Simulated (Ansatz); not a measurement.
```xyz
6
Lattice="0.0000 -6.1370 0.0000 -3.8532 0.0000 0.0000 0.0000 0.0000 -5.0388" Properties=species:S:1:pos:R:3 pbc="T T T"
Pt   -1.9266   -3.0685    0.0000
Pt    0.0000    0.0000    0.0000
S     0.0000   -4.0914   -3.7791
S    -1.9266   -1.0229   -3.7791
S    -1.9266   -5.1141   -1.2597
S     0.0000   -2.0456   -1.2597
```

Space group C2/m; changed on purpose from its base cell (strain +0.0875 x Voigt [1, 0, 0, 0, 0, 0], atoms carried along); not relaxed (largest force 1.0 eV/Å); computed pressure about −8 GPa in this cell.

Theory: DFT PBE, scalar-relativistic, plane waves, PAW in Ansatz.

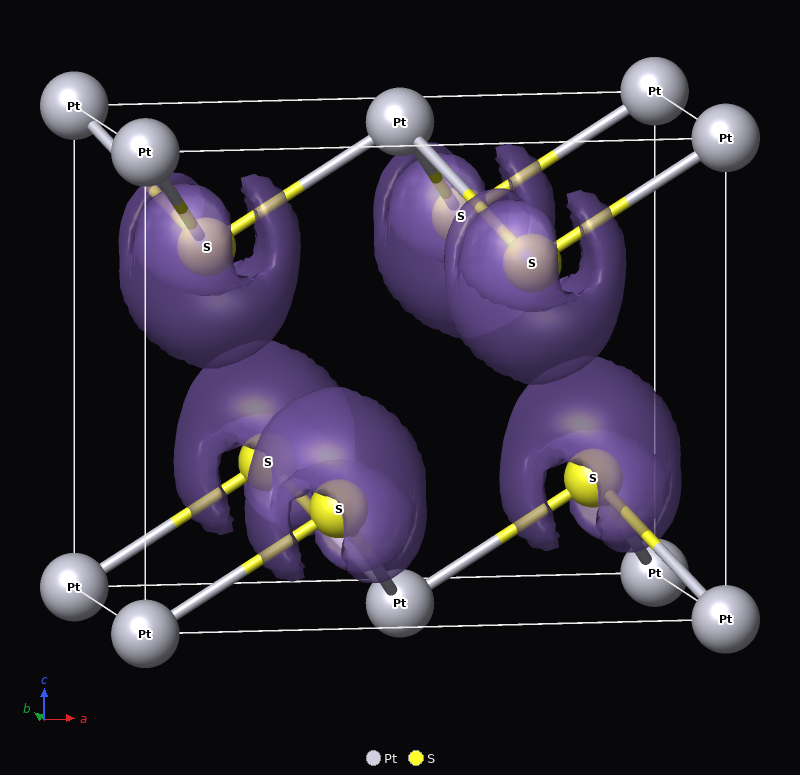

PtS2. Isosurface of the ELF at 0.8 (purple), seen at an oblique angle. Only the valence region is drawn (cores and ρ < 0.01 e/Å³ removed). Sticks mark near contacts.

Core electrons are frozen (PAW), and the valence fields are smoothed inside the atomic spheres.

Q: Describe the localisation domains.

A: The surface consists of four regions wrapped around S (the valence shell of each), counted in one cell of 6 atoms. Any copies at cell faces, edges or corners count once.

Values along the shortest contacts:
Pt–S (2.40 Å): the ELF peaks at about 0.90 in the valence shell of S, 0.8 Å from its nucleus, and is about 0.45 at the midpoint. Pt–S (2.52 Å): the ELF peaks at about 0.90 in the valence shell of S, 0.8 Å from its nucleus, and is about 0.45 at the midpoint.
